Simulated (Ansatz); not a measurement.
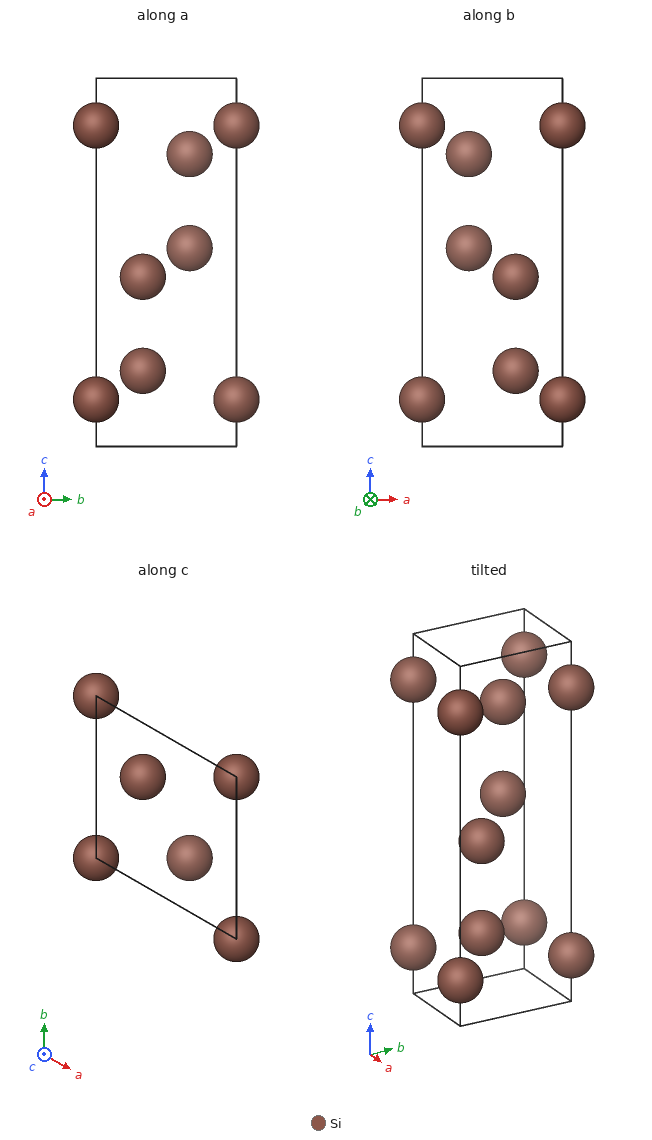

View along the a axis, along the b axis, along the c axis and slightly off an axis, drawn as a spheres-only model. The edges of the conventional unit cell are marked.

Lattice parameters: a = 4.0702 Å, b = 4.0702 Å, c = 9.2404 Å, α = 90.000°, β = 90.000°, γ = 120.000°.

**Write down what is shown as a CIF with its space group and independent sites, with free fractional coordinates to two decimals.**

```cif
data_structure
_symmetry_space_group_name_H-M 'R -3 m :H'
_symmetry_Int_Tables_number 166
_cell_length_a 4.0702
_cell_length_b 4.0702
_cell_length_c 9.2404
_cell_angle_alpha 90.000
_cell_angle_beta 90.000
_cell_angle_gamma 120.000
_cell_volume 132.58
loop_
_atom_site_label
_atom_site_type_symbol
_atom_site_symmetry_multiplicity
_atom_site_Wyckoff_symbol
_atom_site_fract_x
_atom_site_fract_y
_atom_site_fract_z
_atom_site_occupancy
Si1 Si 6 c 0.3333 0.6667 0.54 1
```

The structure comes from a structure type filled with this element by a generator (whether the element takes this form wasn't checked). The cell was then strained or its atoms displaced on purpose. It was the input of a calculation with Ansatz.

At this level of theory the cell isn't at rest (stretched, at -6 GPa), so its distances can differ from those at equilibrium, the more so the softer the solid.
